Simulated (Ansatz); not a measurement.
**Single-point calculation of SiC**

System: SiC (4 atoms in the cell).
Method: DFT PBEsol, scalar-relativistic, plane waves, PAW, no spin polarisation (Ansatz 0.2.0).

The structure derives from an entry of the Crystallography Open Database. Figures and captions count atoms from 1; the log counts them from 0 in places.

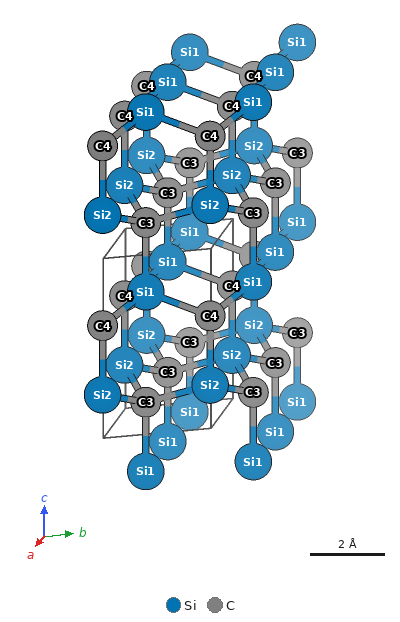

*The structure as given in the input (ball-and-stick view of the cell of the calculation, repeated 3 × 2 × 2, seen slightly off an axis; atoms are numbered from 1 in the order of the input). An atom can appear more than once, as a periodic image.*

Near neighbours in the periodic cell (some may lie outside the picture): Si has 4 C at 1.87 to 1.94 Å; C has 4 Si at 1.87 to 1.94 Å.

### Results in brief

```json
{"quantity": "outcome", "value": "converged"}
{"quantity": "space group (tolerance 0.01 Å)", "value": "P6₃mc (186)"}
{"quantity": "electrons treated", "value": "16"}
{"quantity": "free energy", "value": "−1737.3583 eV"}
{"quantity": "Fermi energy", "value": "10.804 eV"}
{"quantity": "gap on the k-point mesh", "value": "2.17 eV"}
{"quantity": "pressure", "value": "0.26 GPa"}
{"quantity": "largest force (length of the vector)", "value": "0.739 eV/Å"}
{"quantity": "hardware", "value": "4 threads of Arm Neoverse V1, 24 GiB of memory available, shared host"}
{"quantity": "wall time", "value": "0.52 s (CPU time 1.5 s)"}
{"quantity": "peak memory", "value": "0.29 GiB"}
```

### Input
```yaml
crystal:
  lattice:
    - [3.0759982064, 0.0, 0.0]
    - [-1.5379991032, 2.6638925888, 0.0]
    - [0.0, 0.0, 5.048]
  atoms:
    - { symbol: Si, position: [0.3333333333, 0.6666666667, 0.0] }
    - { symbol: Si, position: [0.6666666667, 0.3333333333, 0.5] }
    - { symbol: C, position: [0.3333333333, 0.6666666667, 0.385] }
    - { symbol: C, position: [0.6666666667, 0.3333333333, 0.885] }
basis:
  ecutwfc: 420
kpoints:
  mp_grid: { grid: [6, 6, 4] }
hamiltonian:
  xc: pbesol
scf:
  occupations: { method: gaussian, width: 0.1 }
output:
  forces: true
  stress: true
  eigenvalues: true
```

Run as:
```bash
ansatz run input.yaml --threads 4 --pin off --max-ram 10240MiB --backend cpu --events-out ev --progress --plain --runs-dir out
```

### What the program printed
```
Engine: ansatz 0.2.0, aarch64-unknown-linux-gnu
Pseudopotentials: kind: paw
Pseudopotential: Si, paw, valence charge 4, recommended cutoff 420 eV (normal), Si.paw.azcp
Pseudopotential: C, paw, valence charge 4, recommended cutoff 420 eV (normal), C.paw.azcp
Functional definition: PBEsol
  exchange = pbesol_x
  correlation = pbesol_c
Crystal: 4 atoms, lattice volume = 41.364 Å³
Basis set: ecut = 420 eV, 785 PW (Γ), exchange–correlation on 48×48×72 points (8 copies of the dense FFT grid, shifted against one another)
Bands: 12, of which v1, the nominal top of the filled ones, is band 8 counted from 1 (7 counted from 0)
Symmetry: 12 space group operations
Space group: P63mc (ITA 186), of the structure as read, at distance tolerance 3.5e-5 Å
k-points: 21 of 144 (time reversal used)
Non-local potential: Si, projectors of the file, l = 0: 2, l = 1: 2, l = 2: 2
Non-local potential: C, projectors of the file, l = 0: 2, l = 1: 2, l = 2: 1
PAW form: soft (Blöchl's): semilocal exchange-correlation on the pseudo side does not see the compensation charge
PAW frozen core: Si, regenerated for the run's functional, and the local potential with it (the file was generated under x = pbe(κ = 0.804, μ = 0.2195149727645171), c = pbe(β = 0.06672455060314922))
PAW frozen core: C, regenerated for the run's functional, and the local potential with it (the file was generated under x = pbe(κ = 0.804, μ = 0.2195149727645171), c = pbe(β = 0.06672455060314922))
PAW one-centre angular grid: Si, 110 points (default); XC on 64 Gauss nodes
PAW one-centre angular grid: C, 110 points (default); XC on 64 Gauss nodes
Initial density: superposition of atomic densities (neutral atoms: chi_scale 0, normalization atom), corrected by the library's trained network
Initial wavefunctions: pseudopotential atomic-orbital guess
Functional: x = pbesol(κ = 0.804, μ = 0.12345679012345678), c = pbesol(β = 0.046)
SCF iter   1: F=—  HF=-1737.368059 eV  |F-HF|=—  |Δ(HF+E_count)|=         —  Δρ=8.13e-3  dr2=3.34e-2  ethr=1.77e-3  ⟨swp⟩=5.1  Hψ=1629  notcnv=0
preconditioner: auto → none  [insulator: Δε(μ)=2.052 eV  Ē_g=11.806 eV  σ=0.100 eV  W_gap=1.00  n_scr=2 (ndim 8)  ℏωp=23.1 eV  f_vac=0.000  D(μ)=0.00/eV (n_scr^D=0)  ε∞_Penn≈4.8]
SCF iter   2: F=—  HF=-1737.358799 eV  |F-HF|=—  |Δ(HF+E_count)|=   9.26e-3  Δρ=2.29e-3  dr2=1.73e-3  ethr=2.09e-4  ⟨swp⟩=2.7  Hψ=579  notcnv=0
SCF iter   3: F=—  HF=-1737.358329 eV  |F-HF|=—  |Δ(HF+E_count)|=   4.70e-4  Δρ=7.37e-4  dr2=1.61e-4  ethr=1.08e-5  ⟨swp⟩=2.0  Hψ=382  notcnv=0
SCF iter   4: F=—  HF=-1737.358322 eV  |F-HF|=—  |Δ(HF+E_count)|=   6.92e-6  Δρ=1.07e-4  dr2=2.34e-6  ethr=1.01e-6  ⟨swp⟩=2.0  Hψ=418  notcnv=0
SCF iter   5: F=—  HF=-1737.358330 eV  |F-HF|=—  |Δ(HF+E_count)|=   7.14e-6  Δρ=8.72e-6  dr2=2.60e-8  ethr=1.46e-8  ⟨swp⟩=2.1  Hψ=422  notcnv=0
SCF iter   6: F=-1737.358330 eV  HF=-1737.358330 eV  |F-HF|=1.77e-10  |Δ(HF+E_count)|=   4.41e-9  Δρ=2.49e-6  dr2=1.45e-9  ethr=1.62e-10  ⟨swp⟩=2.1  Hψ=876  notcnv=0
SCF 1 converged in 6 iterations: F = -1737.358330 eV  dr2 = 1.45e-9
  greatest PAW one-centre occupation: 0.643 electrons in one spin orbital (limit 2), on the C atom at site 3 (counted from 0), in its partial waves of l = 0
SCF converged after 6 iterations
Free energy (F): -1737.358330 eV
Harris-Foulkes:  -1737.358330 eV  (|F-HF|=1.77e-10)
Internal energy: -1737.358330 eV  (E = F + TS)
E sigma→0 (E₀):  -1737.358330 eV
Fermi energy:    10.803821 eV
--- Per-component energies (eV) ---
  E_band       = 56.267943
  E_kinetic    = 270.876672
  E_local      = -209.866574  (includes V_loc(G=0)·N_el)
  E_nonlocal   = 103.942716
  E_hartree    = 64.186883
  E_xc         = -209.347609
  E_vxc        = -218.436723  (∫ρ·V_xc dr)
  E_paw        = -1188.684668  (= ΣΔE_a)
  E_vpaw       = -18.621697  (= ΣTr[D̂ρ^β])
  E_aug_tail   = 0.000028  (compensation charges beyond the density's cutoff)
  E_ewald      = -568.571100
  E_core_change = 0.105322  (= ΣΔE_core)
  E_smearing   = -0.000000  (= −TS)
  E_closure    = 0.000000  (closes the sum)
  Σ components = -1737.358330   (vs F -1737.358330, Δ=0.00e0)
--- Forces (eV/Å), atoms counted from 1 ---
  atom   1  Si     0.00000000     0.00000000     0.73918361
  atom   2  Si    -0.00000000    -0.00000000     0.73918361
  atom   3  C     -0.00000000     0.00000000    -0.73918394
  atom   4  C      0.00000000    -0.00000000    -0.73918394
  max |Σ_I F_I| component: 6.62e-7 eV/Å
--- Stress (GPa, compression-positive) ---
        1.936659       0.000000      -0.000000
       -0.000000       1.936659       0.000000
       -0.000000       0.000000      -3.091856
  P = ⅓ Tr σ = 0.2605 GPa (2.605 kbar)
--- Band table (eV; the first three rows and the last of 21) ---
  k-point 0: bands = ["-6.0195", "-2.4816", "0.9667", "8.1629", "8.1629", "9.4492", "9.4492", "9.7220", "14.2800", "15.6768", "16.1541", "16.1541"]
  k-point 1: bands = ["-5.7151", "-3.4790", "2.4662", "8.1405", "8.3277", "8.3277", "9.2339", "9.2339", "14.5589", "16.2710", "16.2710", "16.4986"]
  k-point 2: bands = ["-4.8259", "-4.8259", "5.2419", "5.2419", "8.7555", "8.7555", "8.7555", "8.7555", "15.3608", "15.3608", "16.8162", "16.8162"]
  k-point 20: bands = ["-1.1567", "-1.1567", "1.7521", "1.7521", "3.8005", "3.8005", "7.9649", "7.9649", "14.4555", "14.4555", "15.5649", "15.5649"]
```

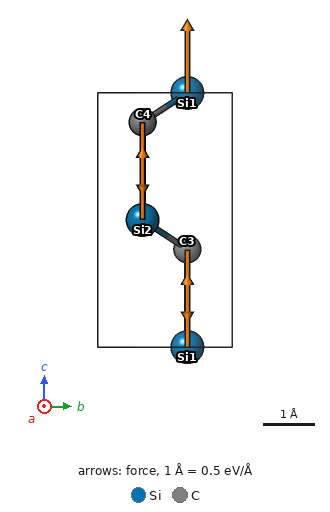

*Forces on the atoms as orange arrows (ball-and-stick view of the cell of the calculation, along the a axis; atoms are numbered from 1 in the order of the input).*

The largest act on C3, C4 (0.74 eV/Å); Si1, Si2 (0.74 eV/Å). The geometry is not a stationary point of this energy.

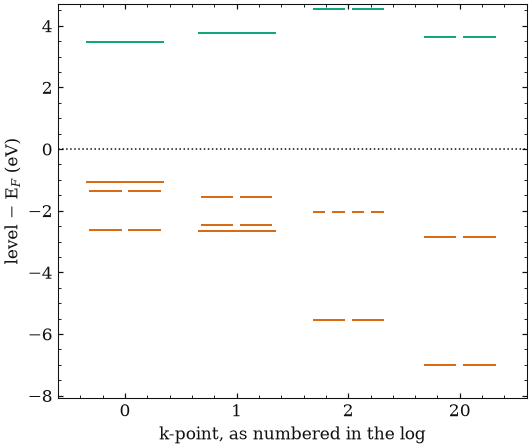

*Kohn–Sham levels near the Fermi level (dotted) at the few k-points that the log prints; levels within 0.02 eV of each other stand side by side.*

Among these points the highest filled and lowest empty levels are 4.56 eV apart; the gap on the full mesh, 2.17 eV, has an edge at a point that isn't printed.
